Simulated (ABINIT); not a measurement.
Dielectric calculation, with input and output: SnSe (part 3 of 3)

The same run, continued: SnSe (Fm-3m, 2 atoms in the cell); Kohn-Sham DFT of a periodic cell, PBE, PseudoDojo NC SR PBE v0.4.1 standard, no spin polarisation (ABINIT 10.8.3); cutoff 1088.46 eV, 4×4×4 k-mesh, fixed occupations. The structure derives from an entry of the Crystallography Open Database. The settings are looser than a standard set-up, so the numbers are not reference values.

Geometry of the input (Å; fractional positions):
```
0.0000  3.0100  3.0100
3.0100  0.0000  3.0100
3.0100  3.0100  0.0000
Sn 0.0000  0.0000  0.0000
Se 0.5000  0.5000  0.5000
```

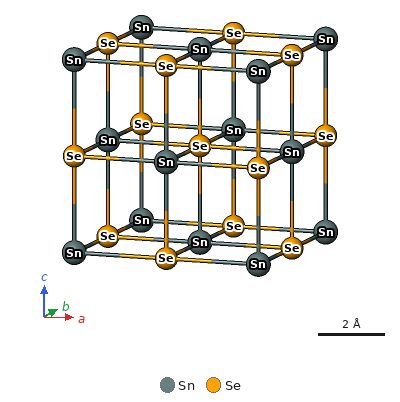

Figure 1. The input geometry (ball-and-stick view of the cell 4 times as large as that of the calculation, set on its symmetry axes, seen slightly off an axis). An atom can appear more than once, as a periodic image.

### File anaddb.abo, continued
```
 Effective charge tensors after
 imposition of the charge neutrality (if requested by user),
 and eventual restriction to some part :
   atom    displacement
         1         1    5.367307E+00    3.151621E-16    3.154220E-16
         1         2    3.151621E-16    5.367307E+00   -3.149022E-16
         1         3   -3.151621E-16   -3.151621E-16    5.367307E+00
         2         1   -5.367307E+00   -3.151621E-16   -3.154220E-16
         2         2   -3.151621E-16   -5.367307E+00    3.149022E-16
         2         3    3.151621E-16    3.151621E-16   -5.367307E+00
 Now, the imaginary part of the dynamical matrix is zeroed

================================================================================

 anaddb : the run completed successfully.
```

### Key numbers

- outcome: converged
- space group (tolerance 0.01 Å): Fm-3m (225)
- electrons treated: 30
- free energy: −5444.3568 eV
- Fermi energy: 4.649 eV
- pressure: 0.95 GPa
- largest force (length of the vector): under 0.001 eV/Å
- ε∞ (xx, yy, zz): 23.32, 23.32, 23.32
- Born charges (mean of the diagonal): Sn1 (5.37 e); Se2 (−5.37 e)
- wall time: 7.9 min (CPU time 32 min)
- peak memory: 0.8 GiB

### Notes

The settings depart from the standard set-up of this series, which can bear on the numbers. Points of doubt noted for this run: k mesh coarse for field response.
